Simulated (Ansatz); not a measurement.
System: Al₂O₅, space group C2/m (No. 12) (cell built by us, not taken from a database).

Starting cell:
```xyz
7
Lattice="4.8758 -1.4926 -0.8843 4.8758 1.4926 -0.8843 -5.2490 0.0000 6.4162" Properties=species:S:1:pos:R:3 pbc="T T T"
Al    0.4248    0.0000    3.6711
Al    4.0778    0.0000    0.9765
O     0.8549    0.0000    5.3999
O     3.6477    0.0000   -0.7523
O     0.0000    0.0000    0.0000
O    -1.1942    0.0000    2.7078
O     5.6967    0.0000    1.9398
```

Computed with Ansatz 0.2.0: Born effective charges by linear response at the zone centre, in units of the proton charge, Cartesian axes of the given cell; plane waves with PAW datasets. Level: PBEsol, no spin polarisation.

- wave cutoff: 420 eV
- k mesh: 12×12×8
- occupations: fixed
- pressure: 0 GPa

Predict the mean Born effective charge of each atom. The cases: Al 1; Al 2; O 1; O 2; O 3; O 4; O 5.

The largest in size is that of O 3, 3.39 e, and the charges add up to 0.00 e. O 3 is the most anisotropic: its diagonal components run from −0.87 to 9.81 e.

```
atom  mean Born effective charge (e)  Born charge xx (e)  Born charge zz (e)
Al 1                            2.43               1.642               2.937
Al 2                            2.43               1.642               2.937
 O 1                           -2.54              -1.115              -0.877
 O 2                           -2.54              -1.115              -0.877
 O 3                            3.39               1.242              -0.868
 O 4                           -1.59              -1.148              -1.625
 O 5                           -1.59              -1.148              -1.625
```

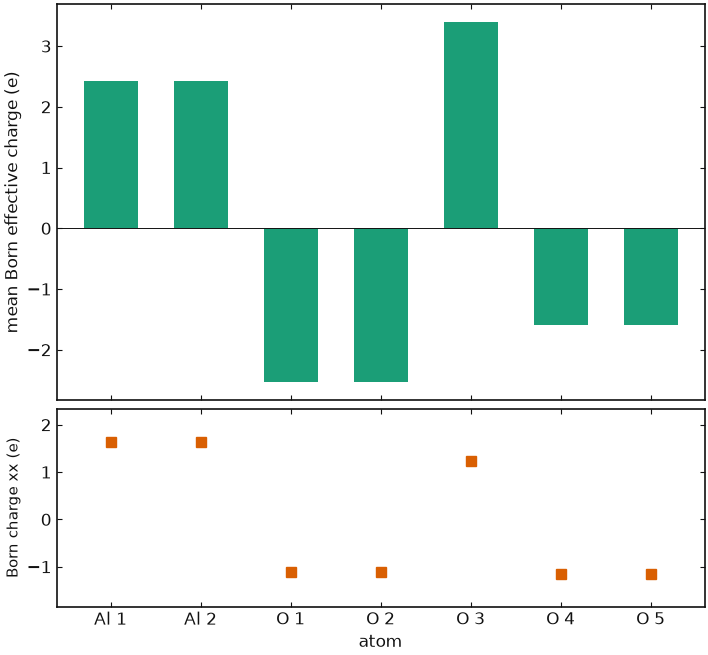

Caveats: a crossing between the sampled k points may be missed; field response not converged on the k mesh; relaxed tensor left out for unstable modes.
